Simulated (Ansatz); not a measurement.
Geometry relaxation of NiSi (part 2 of 2)

The same run, continued: NiSi (Pmmn, 4 atoms in the cell); DFT PBE, scalar-relativistic, plane waves, PAW, no spin polarisation (Ansatz 0.2.0); cutoff 420 eV, 14×12×10 k-mesh, Gaussian smearing of 0.1 eV. The structure derives from an entry of the Crystallography Open Database.

Geometry of the input (Å; fractional positions):
```
3.0266  0.0000  0.0000
0.0000  3.2735  0.0000
0.0000  0.0000  4.6978
Si 0.5000  0.5000  0.8423
Si 0.0000  0.0000  0.1577
Ni 0.5000  0.5000  0.3442
Ni 0.0000  0.0000  0.6558
```

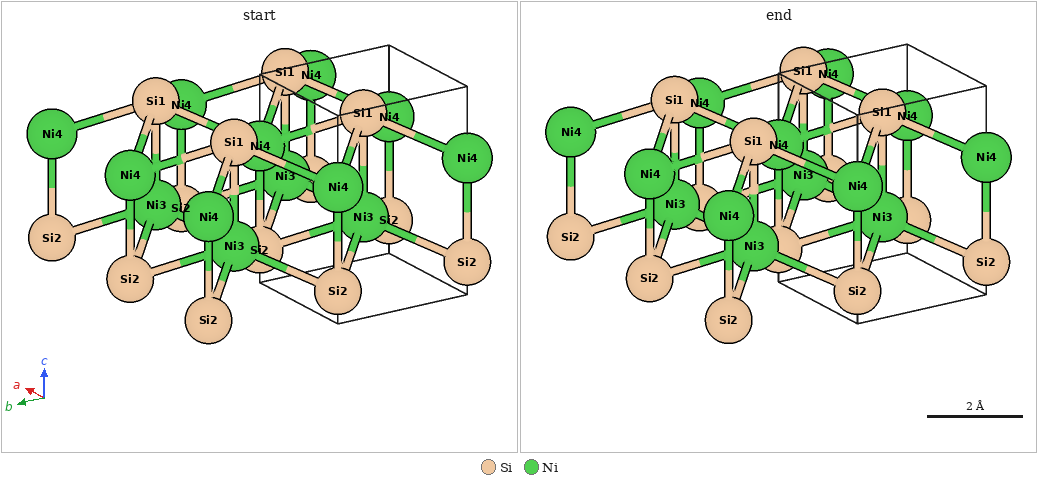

*Before (left) and after (right) the relaxation, at one scale (ball-and-stick view of the cell of the calculation, repeated 2 × 2 × 1, seen at an oblique angle).*

The largest moves relative to the cell, 0.009 Å, are those of Ni3 and Ni4. By element the largest moves are Ni 0.009 Å, Si 0.004 Å. The drawn cell changes as follows: a 3.027 → 3.055 Å (+0.9 %), b 3.273 → 3.258 Å (−0.5 %), c 4.698 → 4.709 Å (+0.2 %); the volume changes by +0.7 %. Among the contacts that change: Si1–Ni3 2.340 → 2.359 Å. The space group stays Pmmn (No. 59). Over 3 geometry steps the energy falls by 3.1 meV per cell of the calculation. Largest force component: 0.13 eV/Å at the start, 0.0017 eV/Å at the end. The pressure goes from 1.12 to −0.02 GPa. A last SCF at the same geometry on a re-selected plane-wave basis shifts the energy by −0.1 meV per cell of the calculation. (Atoms are counted from 1 in the order of the input.)

```
basis re-selected at this cell: Δ(F+E_penalty+E_count) = -9.229e-5 eV, ΔP = +0.000 GPa vs the last step (what re-selecting the basis moved, of the pressure what is left beyond the Pulay correction that the steps carried, after the strain that the cell walked since its last selection, with what the two solves' SCF thresholds leave and, on support functions, any second-order correction that the steps lacked; it is no measure of the basis error at this ecutwfc). This SCF's stress stands 4.25e-2 GPa from its target on what of the cell is left free (relax.cell.stress_tol is 5.00e-2 GPa) and its largest allowed force component is 1.66e-3 eV/Å (relax.f_tol is 5.00e-3 eV/Å): within both
SCF converged after 6 iterations
Free energy (F): -12952.878397 eV
Harris-Foulkes:  -12952.878397 eV  (|F-HF|=1.82e-12)
Internal energy: -12952.872848 eV  (E = F + TS)
E sigma→0 (E₀):  -12952.875623 eV
Entropy (-TS):   -0.005549 eV (-1.387 meV/atom)
Fermi energy:    15.576681 eV
--- Per-component energies (eV) ---
  E_band       = -617.539465
  E_kinetic    = 656.326947
  E_local      = -8952.573570  (includes V_loc(G=0)·N_el)
  E_nonlocal   = 1321.514112
  E_hartree    = 3867.973589
  E_xc         = -284.570718
  E_vxc        = -318.484621  (∫ρ·V_xc dr)
  E_paw        = -4287.212027  (= ΣΔE_a)
  E_vpaw       = -1060.270786  (= ΣTr[D̂ρ^β])
  E_aug_tail   = 0.001096  (compensation charges beyond the density's cutoff)
  E_ewald      = -5274.332277
  E_smearing   = -0.005549  (= −TS)
  E_closure    = -0.000000  (closes the sum)
  Σ components = -12952.878397   (vs F -12952.878397, Δ=0.00e0)
--- Forces (eV/Å), atoms counted from 1 ---
  atom   1  Si    -0.00000000     0.00000000    -0.00165717
  atom   2  Si     0.00000000     0.00000000     0.00165717
  atom   3  Ni     0.00000000    -0.00000000     0.00111472
  atom   4  Ni    -0.00000000     0.00000000    -0.00111472
  max |Σ_I F_I| component: 0.00e0 eV/Å
--- Stress (GPa, compression-positive) ---
       -0.007886       0.000000       0.000000
        0.000000      -0.042451       0.000000
        0.000000       0.000000      -0.009955
  P = ⅓ Tr σ = -0.0201 GPa (-0.201 kbar)
--- Band table (eV; the first three rows and the last of 336) ---
  k-point 0: bands = ["-88.3457", "-88.3378", "-48.8638", "-48.8391", "-48.7391", "-48.7070", "-48.6807", "-48.6536", "1.7886", "7.5227", "9.1570", "11.4976", "12.1187", "12.5772", "12.7846", "12.9142", "13.0099", "13.0706", "13.2818", "13.6338", "13.6550", "14.6480", "16.1345", "18.6457", "20.4830", "20.9735", "22.1515"]
  k-point 1: bands = ["-88.3457", "-88.3378", "-48.8638", "-48.8392", "-48.7390", "-48.7071", "-48.6807", "-48.6536", "1.8423", "7.1613", "9.3948", "11.5178", "12.1035", "12.5772", "12.7887", "12.9572", "12.9926", "13.0096", "13.2411", "13.6292", "13.8542", "14.8076", "16.2551", "18.6048", "20.4673", "20.6276", "21.8644"]
  k-point 2: bands = ["-88.3457", "-88.3378", "-48.8638", "-48.8393", "-48.7390", "-48.7071", "-48.6807", "-48.6537", "1.9966", "6.4589", "9.7675", "11.5722", "12.0615", "12.5776", "12.7997", "12.8896", "12.9225", "12.9953", "13.1432", "13.6171", "14.5252", "15.2184", "16.5888", "18.4979", "19.8809", "20.4278", "21.2047"]
  k-point 335: bands = ["-88.3410", "-88.3410", "-48.8505", "-48.8505", "-48.7333", "-48.7333", "-48.6710", "-48.6710", "8.2718", "8.2718", "8.9592", "8.9592", "10.7135", "10.7135", "12.0139", "12.0139", "12.8884", "12.8884", "13.6442", "13.6442", "13.9948", "13.9948", "15.2272", "15.2272", "16.4993", "16.4993", "23.7619"]
--- Relaxed structure (4 steps of the walk, 4 accepted, 1 SCFs on fresh bases) ---
  F+E_penalty+E_count = -12952.87839692 eV   max|allowed force component| = 1.657e-3 eV/Å   (the final SCF, on the basis selected at the relaxed cell)
  cell:  # Å, volume = 46.8823 Å³
    - [3.0552835659867505, -1.3774112298768146e-33, -8.912660899202918e-34]
    - [-1.7526659173684146e-33, 3.2583147221768494, 1.0515995504210488e-33]
    - [-1.3833762370512155e-33, 1.5091377131467805e-33, 4.709389954630995]
  atoms:
    - { symbol: Si, position: [0.5, 0.49999999999999994, 0.8431827243569241] }
    - { symbol: Si, position: [9.346100950296874e-35, 1.498427623983883e-34, 0.15681727564307585] }
    - { symbol: Ni, position: [0.5, 0.49999999999999994, 0.34230597674050417] }
    - { symbol: Ni, position: [-1.4118578031299527e-34, -1.9304895769117528e-35, 0.657694023259496] }
```

Trajectory as extended XYZ (Å, eV, eV/Å), 5 frames, from step=1 to step=5:
```
4
Lattice="3.0266 0.0000 0.0000 0.0000 3.2735 0.0000 0.0000 0.0000 4.6978" Properties=species:S:1:pos:R:3:forces:R:3 step=1 energy=-12952.87519 pressure_GPa=1.12
Si    1.5133    1.6367    3.9569    0.0000   0.0000   0.1024
Si    0.0000    0.0000    0.7408    0.0000   0.0000  -0.1024
Ni    1.5133    1.6367    1.6171    0.0000   0.0000  -0.1251
Ni    0.0000    0.0000    3.0807    0.0000   0.0000   0.1251
4
Lattice="3.0370 0.0000 0.0000 0.0000 3.2722 0.0000 0.0000 0.0000 4.7023" Properties=species:S:1:pos:R:3:forces:R:3 step=2 energy=-12952.87712 pressure_GPa=0.48
Si    1.5185    1.6361    3.9614    0.0000   0.0000   0.0729
Si    0.0000    0.0000    0.7408    0.0000   0.0000  -0.0729
Ni    1.5185    1.6361    1.6150    0.0000   0.0000  -0.0780
Ni    0.0000    0.0000    3.0872    0.0000   0.0000   0.0780
4
Lattice="3.0533 0.0000 0.0000 0.0000 3.2618 0.0000 0.0000 0.0000 4.7086" Properties=species:S:1:pos:R:3:forces:R:3 step=3 energy=-12952.87827 pressure_GPa=-0.06
Si    1.5266    1.6309    3.9699    0.0000   0.0000   0.0024
Si    0.0000    0.0000    0.7387    0.0000   0.0000  -0.0024
Ni    1.5266    1.6309    1.6120    0.0000   0.0000  -0.0018
Ni    0.0000    0.0000    3.0966    0.0000   0.0000   0.0018
4
Lattice="3.0553 0.0000 0.0000 0.0000 3.2583 0.0000 0.0000 0.0000 4.7094" Properties=species:S:1:pos:R:3:forces:R:3 step=4 energy=-12952.87831 pressure_GPa=-0.02
Si    1.5276    1.6292    3.9709    0.0000   0.0000  -0.0016
Si    0.0000    0.0000    0.7385    0.0000   0.0000   0.0016
Ni    1.5276    1.6292    1.6121    0.0000   0.0000   0.0011
Ni    0.0000    0.0000    3.0973    0.0000   0.0000  -0.0011
4
Lattice="3.0553 0.0000 0.0000 0.0000 3.2583 0.0000 0.0000 0.0000 4.7094" Properties=species:S:1:pos:R:3:forces:R:3 step=5 energy=-12952.87840 pressure_GPa=-0.02
Si    1.5276    1.6292    3.9709    0.0000   0.0000  -0.0017
Si    0.0000    0.0000    0.7385    0.0000   0.0000   0.0017
Ni    1.5276    1.6292    1.6121    0.0000   0.0000   0.0011
Ni    0.0000    0.0000    3.0973    0.0000   0.0000  -0.0011
```

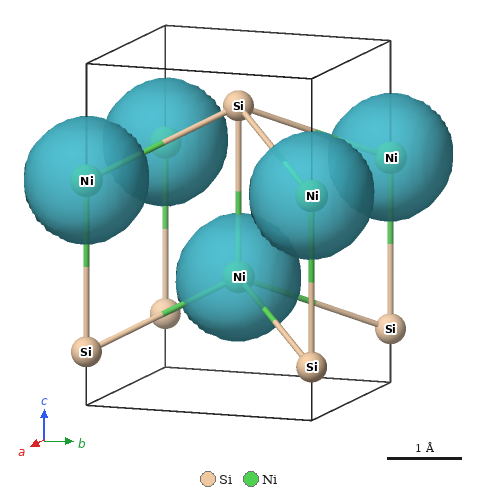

*Isosurface of the valence electron density at 0.8 e/Å³ (cyan), seen slightly off an axis. Sticks mark near contacts. The outline is the cell set on symmetry axes.*

At this value the density breaks into separate islands; it holds about 70 % of the electrons treated as valence (semicore included). It is pinched off along the Si–Ni (2.35 Å) and Si–Ni (2.40 Å) contacts. On the grid the lowest density along these lines, outside the cores, is 0.47 e/Å³ (Si–Ni, 2.35 Å) and 0.41 e/Å³ (Si–Ni, 2.40 Å). In a PAW calculation such maps are meaningful between the atoms, not at the nuclei.

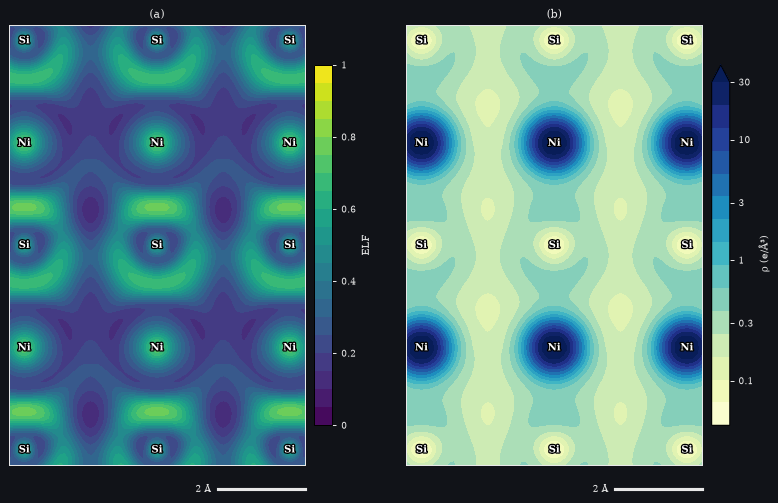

*(a) ELF; (b) valence pseudo-density on the (010) plane of the conventional cell.*

Si–Ni (2.36 Å): the density is about 0.41 e/Å³ at the midpoint; the ELF is about 0.45 at the midpoint. Away from the nuclei the density in this plane falls to 0.14 e/Å³ at its lowest. The strong features right at Ni lie inside the PAW spheres (semicore, d or f shells) and say nothing about bonding.

Summary:

```csv
quantity,value
outcome,converged
space group (tolerance 0.01 Å),Pmmn (59)
electrons treated,44
free energy,−12952.8784 eV
Fermi energy,15.577 eV
gap on the k-point mesh,none (metallic)
pressure,−0.02 GPa
final volume,46.88 Å³
largest force (length of the vector) at the end,0.002 eV/Å
final cell,"a = 3.055 Å, b = 3.258 Å, c = 4.709 Å, α = 90.00°, β = 90.00°, γ = 90.00°"
hardware,"2 threads of Arm Neoverse V2, 24 GiB of memory available, shared host"
wall time,50 s (CPU time 100 s)
peak memory,0.6 GiB
```

The run has no spin polarisation, so a magnetic state may lie lower.
